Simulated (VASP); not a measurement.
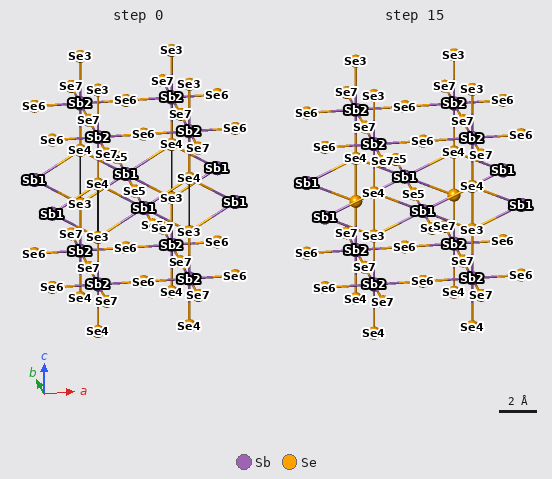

The structure of solid Sb2Se5 (a generated structure, set up in Pmmm) before (left) and after (right) a relaxation, at one scale.

The picture is a ball-and-stick view of the cell of the calculation, seen from a free direction.

The run lets cell and atoms move.

These are results of Kohn-Sham DFT of a periodic cell, PBE, VASP PAW PBE potentials, recommended in VASP 6.6.1, not measurements.

The input:
```
SYSTEM = Sb2Se5
  ALGO = Fast
  EDIFF = 1E-4
  EDIFFG = -0.08
  ENCUT = 520
  GGA = PE
  IBRION = 2
  ISIF = 3
  ISMEAR = 0
  LASPH = .True.
  LCHARG = .False.
  LREAL = .False.
  LWAVE = .False.
  NELM = 60
  NSW = 24
  PREC = Normal
  SIGMA = 0.15
```

Run as
```bash
cat potpaw_PBE.64/Sb/POTCAR potpaw_PBE.64/Se/POTCAR > POTCAR
mpirun -np 1 vasp_std > vasp.out
```

Describe what moved and what it gained.

Answer. The energy falls by 95.0 meV per atom in 15 geometry steps. Largest force component: 0.54 eV/Å at the start, 0.06 eV/Å at the end. Pressure: 2.77 GPa at the start and −0.01 GPa at the end. The largest moves relative to the cell, 0.22 Å, are those of Se3 and Se4. Se3 goes along +c. Sb stays in place. The volume changes by +4.2 %, with a 5.027 → 5.398 Å (+7.4 %), b 5.328 → 5.432 Å (+2.0 %), c 8.500 → 8.093 Å (−4.8 %). Near-neighbour distances that change, for instance: Se3–Se4 3.077 → 2.488 Å, Sb2–Se6 2.514 → 2.699 Å, Sb2–Se3 2.711 → 2.802 Å, Sb1–Se5 2.664 → 2.716 Å. Bond angles that change, for instance: Se3–Sb1–Se3 117.1° → 130.5°, Sb1–Se3–Sb1 117.1° → 130.5°, Sb1–Se3–Sb2 121.5° → 114.8°. The space group stays Pmmm (No. 47). It ran on 1 thread of Intel(R) Xeon(R) Platinum 8488C (Sapphire Rapids), on a shared host.
